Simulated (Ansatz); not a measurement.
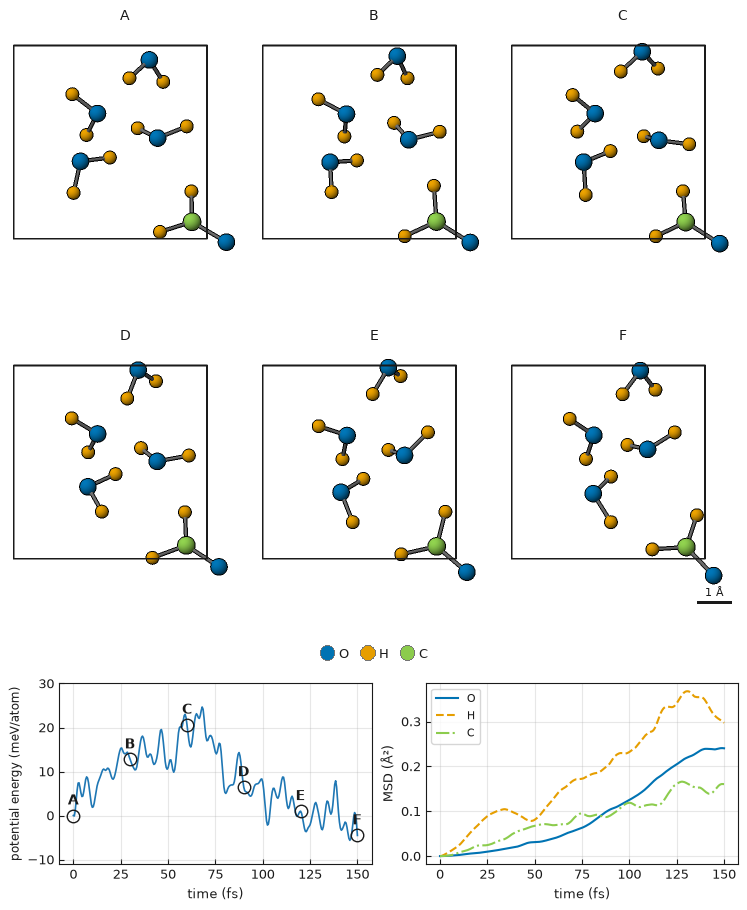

A Born-Oppenheimer molecular dynamics run of a periodic cell with 4 H2O + 1 H2CO at 0.851 g/cm³, 150 fs long. Frames (A at 0 fs, B at 30 fs, C at 60 fs, D at 90 fs, E at 120 fs, F at 150 fs) and the history of the run. Style: ball-and-stick. Shown: the simulation cell, along the a axis. Atoms that leave the cell re-enter on the other side.

These are results of DFT PBE-D3(BJ), scalar-relativistic, plane waves, PAW (Ansatz), not measurements. Settings: plane-wave cutoff 420 eV; k-point mesh 1 × 1 × 1; Fermi-Dirac smearing 0.02 eV; low-accuracy preset; Langevin thermostat (NVT); set temperature 250 K; time step 0.5 fs; friction 0.02 per fs.

### Describe the run.

Over the second half the temperature averages 237 K (spread ±28 K). The potential energy is still drifting at the end, so the run hasn't reached equilibrium. The potential energy in the second half lies on average 3.6 meV per atom above the first frame. Root-mean-square distances from the starting positions over the second half, with the common drift of all atoms taken out: H 0.53 Å, O 0.40 Å, C 0.35 Å. The heavy atoms stay within a fraction of a molecule's size of their starting places; so short a run doesn't tell a liquid from a solid.

Limits of the set-up: the program's low-accuracy preset was used; the periodic images lie only 5.8 Å apart, so the values are limited by the cell's size.
